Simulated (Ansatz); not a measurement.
**SnSe$_{2}$: geometry relaxation**

SnSe$_{2}$ (P-3m1, 3 atoms in the cell), computed with DFT PBE+D3(BJ), scalar-relativistic, plane waves, PAW, no spin polarisation (Ansatz 0.2.0).

The structure derives from an entry of the Crystallography Open Database.

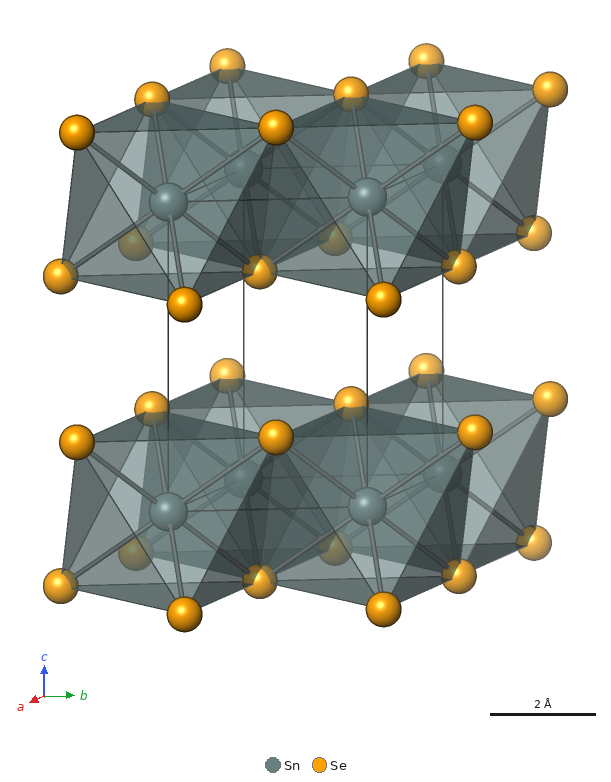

*The input geometry (polyhedral view of the cell of the calculation, seen slightly off an axis; polyhedra are completed across the faces of the cell). An atom can appear more than once, as a periodic image.*

Results in brief:

- outcome: converged
- space group (tolerance 0.01 Å): P-3m1 (164)
- electrons treated: 46
- free energy: −16964.4228 eV
- Fermi energy: 8.585 eV
- gap on the k-point mesh: 0.35 eV
- pressure: 0.01 GPa
- final volume: 76.73 Å³
- largest force (length of the vector) at the end: under 0.001 eV/Å
- final cell: a = 3.839 Å, b = 3.839 Å, c = 6.012 Å, α = 90.00°, β = 90.00°, γ = 120.00°
- hardware: 2 threads of Arm Neoverse V2, 24 GiB of memory available, shared host
- wall time: 13 s (CPU time 26 s)
- peak memory: 0.48 GiB

Input:
```yaml
crystal:
  lattice:
    - [3.8390485975, 0.0, 0.0]
    - [-1.9195242987, 3.3247136118, 0.0]
    - [0.0, 0.0, 6.0116310679]
  atoms:
    - { symbol: Sn, position: [0.0, 0.0, 0.0] }
    - { symbol: Se, position: [0.3333333333, 0.6666666667, 0.2651529978] }
    - { symbol: Se, position: [0.6666666667, 0.3333333333, 0.7348470022] }
basis:
  ecutwfc: 420
kpoints:
  mp_grid: { grid: [12, 12, 6] }
hamiltonian:
  xc: pbe
  dispersion: d3bj
scf:
  occupations: { method: gaussian, width: 0.02 }
output:
  forces: true
  stress: true
  eigenvalues: true
  write_density: true
  write_potential: true
  elf: true
  volumetric_format: npy
relax:
  adjacent_minimum: "off"
  f_tol: 0.005
  max_steps: 80
  cell: { stress_tol: 0.05 }
```

Launched with:
```bash
ansatz run input.yaml --threads 2 --pin off --max-ram 5120MiB --backend cpu --events-out ev --progress --plain --runs-dir out
```

The program's output:
```
Engine: ansatz 0.2.0, aarch64-unknown-linux-gnu
Pseudopotentials: kind: paw
Pseudopotential: Sn, paw, valence charge 14, recommended cutoff 420 eV (normal), Sn.paw.azcp
Pseudopotential: Se, paw, valence charge 16, recommended cutoff 420 eV (normal), Se.paw.azcp
Functional definition: PBE
  parameter kappa = 0.804
  parameter beta = 0.06672455060314922
  exchange = pbe_x(kappa = kappa, mu = beta*pi^2/3)
  correlation = pbe_c(beta = beta)
Crystal: 3 atoms, lattice volume = 76.731 Å³
Basis set: ecut = 420 eV, 1485 PW (Γ), exchange–correlation on 54×54×90 points (8 copies of the dense FFT grid, shifted against one another)
Bands: 28, of which v1, the nominal top of the filled ones, is band 23 counted from 1 (22 counted from 0)
Symmetry: 12 space group operations
Space group: P-3m1 (ITA 164), of the structure as read, at distance tolerance 4.2e-5 Å
k-points: 100 of 864
Non-local potential: Sn, projectors of the file, l = 0: 2, l = 1: 2, l = 2: 2, l = 3: 2
Non-local potential: Se, projectors of the file, l = 0: 2, l = 1: 2, l = 2: 3, l = 3: 1
PAW form: soft (Blöchl's): semilocal exchange-correlation on the pseudo side does not see the compensation charge
PAW one-centre angular grid: Sn, 590 points (default); XC on 64 Gauss nodes
PAW one-centre angular grid: Se, 590 points (default); XC on 64 Gauss nodes
Initial density: superposition of atomic densities (neutral atoms: chi_scale 0, normalization atom), corrected by the library's trained network
Initial wavefunctions: pseudopotential atomic-orbital guess
Functional: x = pbe(κ = 0.804, μ = 0.2195149727645171), c = pbe(β = 0.06672455060314922)
SCF iter   1: F=—  HF=-16964.423820 eV  |F-HF|=—  |Δ(HF+E_count)|=         —  Δρ=1.70e-3  dr2=2.83e-3  ethr=1.77e-3  ⟨swp⟩=6.9  Hψ=12670  notcnv=0
preconditioner: auto → Resta (q_TF=auto, 2.505 Å⁻¹)  ε∞=2.8  [insulator: Δε(μ)=0.368 eV  Ē_g=16.018 eV  σ=0.020 eV  W_gap=1.00  n_scr=22 (ndim 8)  ℏωp=21.6 eV  f_vac=0.043  D(μ)=0.00/eV (n_scr^D=0)  ε∞_Penn≈2.8]
SCF iter   2: F=—  HF=-16964.422649 eV  |F-HF|=—  |Δ(HF+E_count)|=   1.17e-3  Δρ=7.52e-4  dr2=3.23e-4  ethr=6.16e-6  ⟨swp⟩=2.2  Hψ=6046  notcnv=0  defer=100
SCF iter   3: F=—  HF=-16964.422730 eV  |F-HF|=—  |Δ(HF+E_count)|=   8.12e-5  Δρ=3.62e-4  dr2=6.68e-5  ethr=7.02e-7  ⟨swp⟩=2.0  Hψ=4995  notcnv=0  defer=100
SCF iter   4: F=—  HF=-16964.422774 eV  |F-HF|=—  |Δ(HF+E_count)|=   4.41e-5  Δρ=9.86e-5  dr2=5.58e-6  ethr=1.45e-7  ⟨swp⟩=2.0  Hψ=3490  notcnv=0  defer=100
SCF iter   5: F=—  HF=-16964.422779 eV  |F-HF|=—  |Δ(HF+E_count)|=   5.07e-6  Δρ=2.13e-5  dr2=4.42e-7  ethr=1.21e-8  ⟨swp⟩=2.2  Hψ=3707  notcnv=0  defer=100
SCF iter   6: F=-16964.422780 eV  HF=-16964.422780 eV  |F-HF|=5.88e-8  |Δ(HF+E_count)|=   5.32e-7  Δρ=6.84e-6  dr2=4.75e-8  ethr=2.17e-10  ⟨swp⟩=12.6  Hψ=22298  notcnv=0
SCF 1 converged in 6 iterations: F = -16964.422780 eV  dr2 = 4.75e-8
  Residual-converged pass: ⟨swp⟩=1.0  Hψ=3200  notcnv=0  max |occ|·‖R‖ = 7.0e-9 eV (tolerance 1.0e-8 eV)  dr2=4.75e-8  dr2_onsite=1.83e-8  max |Δocc| = 3.6e-43
  greatest PAW one-centre occupation: 1.000 electrons in one spin orbital (limit 2), on the Se atom at site 2 (counted from 0), in its partial waves of l = 2
relax step   1: F+E_penalty+E_count = -16964.42277997 eV  Δ(F+E_penalty+E_count) = +0.000e0 eV  max|allowed force component| = 4.132e-4 eV/Å  Δτ_max = 0.0000 Å  P = +0.006 GPa  Ω = 76.731 Å³  (6 SCF iters, dr2 threshold 1.00e-7 eV, accepted)
Initial density: handed on by an earlier stage of this run
Initial wavefunctions: pseudopotential atomic-orbital guess (no wavefunctions were taken with the density)
iter 1 solved again at ethr=1.20e-7 eV; its pass at ethr=3.10e-3 eV (dr2=5.51e-5 eV) is discarded
SCF iter   1: F=—  HF=-16964.422776 eV  |F-HF|=—  |Δ(HF+E_count)|=         —  Δρ=6.86e-6  dr2=4.82e-8  ethr=1.20e-7  ⟨swp⟩=3.1  Hψ=20167  notcnv=0
preconditioner: auto → Resta (q_TF=auto, 2.505 Å⁻¹)  ε∞=2.8  [insulator: Δε(μ)=0.350 eV  Ē_g=16.037 eV  σ=0.020 eV  W_gap=1.00  n_scr=22 (ndim 8)  ℏωp=21.6 eV  f_vac=0.045  D(μ)=0.00/eV (n_scr^D=0)  ε∞_Penn≈2.8]
SCF iter   2: F=—  HF=-16964.422780 eV  |F-HF|=—  |Δ(HF+E_count)|=   4.33e-6  Δρ=4.47e-6  dr2=1.71e-8  ethr=1.05e-10  ⟨swp⟩=2.3  Hψ=5090  notcnv=0
SCF iter   3: F=—  HF=-16964.422780 eV  |F-HF|=—  |Δ(HF+E_count)|=   3.65e-8  Δρ=1.95e-6  dr2=4.37e-9  ethr=3.71e-11  ⟨swp⟩=2.0  Hψ=3545  notcnv=0
SCF iter   4: F=—  HF=-16964.422780 eV  |F-HF|=—  |Δ(HF+E_count)|=   1.14e-8  Δρ=3.44e-7  dr2=7.40e-11  ethr=9.51e-12  ⟨swp⟩=2.0  Hψ=3600  notcnv=0
SCF iter   5: F=-16964.422780 eV  HF=-16964.422780 eV  |F-HF|=7.28e-12  |Δ(HF+E_count)|=  1.89e-10  Δρ=6.90e-8  dr2=7.03e-12  ethr=1.00e-12  ⟨swp⟩=6.0  Hψ=12721  notcnv=0
SCF 2 converged in 5 iterations: F = -16964.422780 eV  dr2 = 7.03e-12
relax step   2: F+E_penalty+E_count = -16964.42278000 eV  Δ(F+E_penalty+E_count) = -3.111e-8 eV  max|allowed force component| = 4.495e-4 eV/Å  Δτ_max = 0.0000 Å  P = +0.006 GPa  Ω = 76.731 Å³  stress off target by 1.42e-2 GPa  SCF on the basis re-selected at this cell (its energy is not comparable with the rows above)  (5 SCF iters)
```

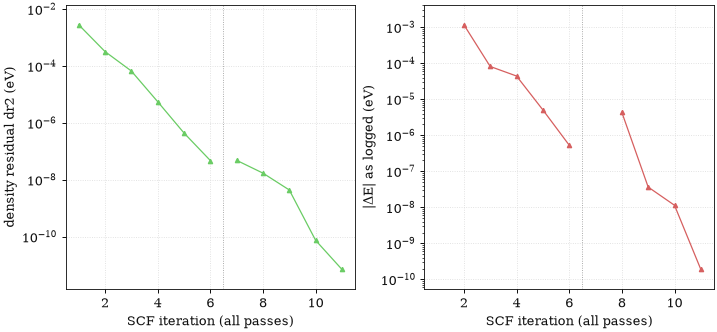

*Convergence of the self-consistent field: density residual dr2 and size of the energy change against the SCF iteration. The dotted lines part the SCF passes of the relaxation: geometry steps, rejected trials and re-solves on a re-selected basis.*

The passes take 6 and 5 iterations.

```
basis re-selected at this cell: Δ(F+E_penalty+E_count) = -3.111e-8 eV, ΔP = -0.000 GPa vs the last step (what re-selecting the basis moved, of the pressure what is left beyond the Pulay correction that the steps carried, after the strain that the cell walked since its last selection, with what the two solves' SCF thresholds leave and, on support functions, any second-order correction that the steps lacked; it is no measure of the basis error at this ecutwfc). This SCF's stress stands 1.42e-2 GPa from its target on what of the cell is left free (relax.cell.stress_tol is 5.00e-2 GPa) and its largest allowed force component is 4.49e-4 eV/Å (relax.f_tol is 5.00e-3 eV/Å): within both
SCF converged after 5 iterations
Free energy (F): -16964.422780 eV
Harris-Foulkes:  -16964.422780 eV  (|F-HF|=7.28e-12)
Internal energy: -16964.422780 eV  (E = F + TS)
E sigma→0 (E₀):  -16964.422780 eV
Fermi energy:    8.585089 eV
--- Per-component energies (eV) ---
  E_band       = -851.939860
  E_kinetic    = 424.413308
  E_local      = -5861.596782  (includes V_loc(G=0)·N_el)
  E_nonlocal   = -1222.348393
  E_hartree    = 3011.741103
  E_xc         = -589.720775
  E_vxc        = -291.168750  (∫ρ·V_xc dr)
  E_paw        = -7963.602564  (= ΣΔE_a)
  E_vpaw       = 75.279809  (= ΣTr[D̂ρ^β])
  E_aug_tail   = -0.001203  (compensation charges beyond the density's cutoff)
  E_ewald      = -4762.215431
  E_disp       = -1.092042  (pairwise vdW)
  E_smearing   = -0.000000  (= −TS)
  E_closure    = -0.000000  (closes the sum)
  Σ components = -16964.422780   (vs F -16964.422780, Δ=0.00e0)
--- Forces (eV/Å), atoms counted from 1 ---
  atom   1  Sn     0.00000000     0.00000000     0.00000000
  atom   2  Se    -0.00000000     0.00000000    -0.00044946
  atom   3  Se     0.00000000    -0.00000000     0.00044946
  max |Σ_I F_I| component: 4.63e-18 eV/Å
--- Stress (GPa, compression-positive) ---
        0.014207      -0.000000      -0.000000
        0.000000       0.014207       0.000000
       -0.000000       0.000000      -0.010889
  P = ⅓ Tr σ = 0.0058 GPa (0.058 kbar)
--- Band table (eV; the first three rows and the last of 100) ---
  k-point 0: bands = ["-38.6021", "-38.6021", "-38.6021", "-38.6021", "-38.5820", "-38.5820", "-38.5812", "-38.5812", "-38.5737", "-38.5735", "-13.0031", "-13.0031", "-12.9697", "-12.9583", "-12.9583", "-5.5465", "-3.8483", "1.9005", "7.6732", "7.6732", "7.8389", "7.8389", "8.2683", "9.0993", "11.3170", "12.8803", "12.8803", "16.4725"]
  k-point 1: bands = ["-38.6021", "-38.6021", "-38.6021", "-38.6021", "-38.5819", "-38.5819", "-38.5813", "-38.5813", "-38.5737", "-38.5735", "-13.0031", "-13.0031", "-12.9696", "-12.9583", "-12.9583", "-5.4895", "-3.9668", "2.1317", "7.4705", "7.6055", "7.6055", "7.9295", "7.9295", "9.7546", "11.3136", "12.7789", "12.7789", "16.4209"]
  k-point 2: bands = ["-38.6021", "-38.6021", "-38.6021", "-38.6021", "-38.5818", "-38.5818", "-38.5814", "-38.5814", "-38.5736", "-38.5735", "-13.0031", "-13.0031", "-12.9695", "-12.9583", "-12.9583", "-5.3473", "-4.2240", "2.6695", "6.4472", "7.5328", "7.5328", "8.0496", "8.0496", "10.4537", "11.2648", "12.5878", "12.5878", "15.9837"]
  k-point 99: bands = ["-38.6018", "-38.6018", "-38.6018", "-38.6018", "-38.5819", "-38.5817", "-38.5817", "-38.5815", "-38.5733", "-38.5733", "-13.0167", "-13.0167", "-12.9586", "-12.9586", "-12.9406", "-3.5578", "-3.5578", "1.0830", "4.0715", "4.0715", "4.5389", "7.9785", "7.9785", "10.5904", "12.5768", "12.5768", "14.0593", "16.5233"]
--- Relaxed structure (1 steps of the walk, 1 accepted, 1 SCFs on fresh bases) ---
  F+E_penalty+E_count = -16964.42278000 eV   max|allowed force component| = 4.495e-4 eV/Å   (the final SCF, on the basis selected at the relaxed cell)
  cell:  # Å, volume = 76.7309 Å³
    - [3.839048597501143, -2.886748368431089e-11, 0.0]
    - [-1.9195242987255714, 3.324713611813444, 0.0]
    - [0.0, 0.0, 6.0116310679]
  atoms:
    - { symbol: Sn, position: [0.0, 0.0, 0.0] }
    - { symbol: Se, position: [0.3333333333333333, 0.6666666666666667, 0.26515299779999996] }
    - { symbol: Se, position: [0.6666666666666667, 0.33333333333333337, 0.7348470022] }
```

Trajectory as extended XYZ (Å, eV, eV/Å), 2 frames, from step=1 to step=2:
```
3
Lattice="3.8390 0.0000 0.0000 -1.9195 3.3247 0.0000 0.0000 0.0000 6.0116" Properties=species:S:1:pos:R:3:forces:R:3 step=1 energy=-16964.42278 pressure_GPa=0.01
Sn    0.0000    0.0000    0.0000    0.0000   0.0000   0.0000
Se    0.0000    2.2165    1.5940    0.0000   0.0000  -0.0004
Se    1.9195    1.1082    4.4176    0.0000   0.0000   0.0004
3
Lattice="3.8390 0.0000 0.0000 -1.9195 3.3247 0.0000 0.0000 0.0000 6.0116" Properties=species:S:1:pos:R:3:forces:R:3 step=2 energy=-16964.42278 pressure_GPa=0.01
Sn    0.0000    0.0000    0.0000    0.0000   0.0000   0.0000
Se    0.0000    2.2165    1.5940    0.0000   0.0000  -0.0004
Se    1.9195    1.1082    4.4176    0.0000   0.0000   0.0004
```

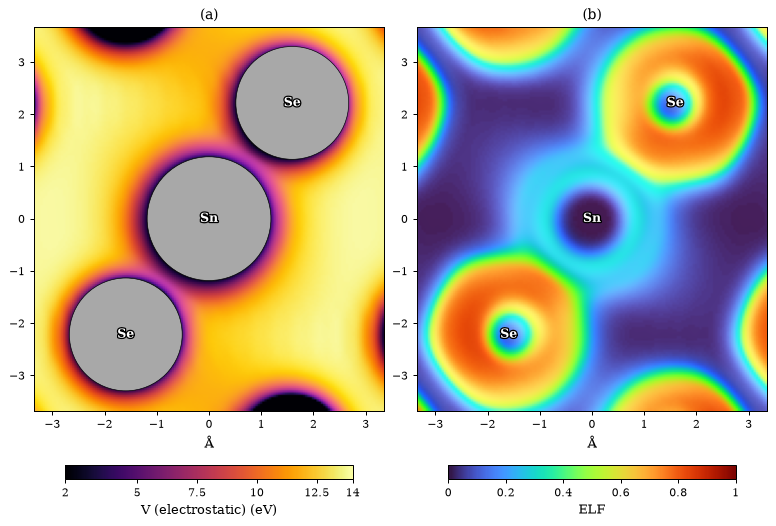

*(a) electrostatic potential energy of an electron; (b) electron localisation function on the (110) plane of the conventional cell. Grey discs, where drawn, cover atomic cores.*

Sn–Se (2.73 Å): the ELF is about 0.60 at the midpoint. Outside the cores the potential energy rises away from the atoms and is highest about 2.6 Å from the nearest atoms; outside the discs it spans about 11 eV, and its zero is arbitrary. The fields are those of the smooth PAW valence density.

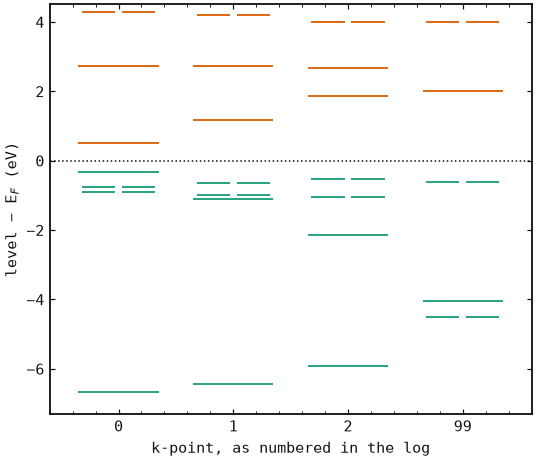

*Kohn–Sham levels near the Fermi level (dotted) at the few k-points that the log prints; levels within 0.02 eV of each other stand side by side.*

Among these points the highest filled and lowest empty levels are 0.83 eV apart; the gap on the full mesh, 0.35 eV, has an edge at a point that isn't printed.
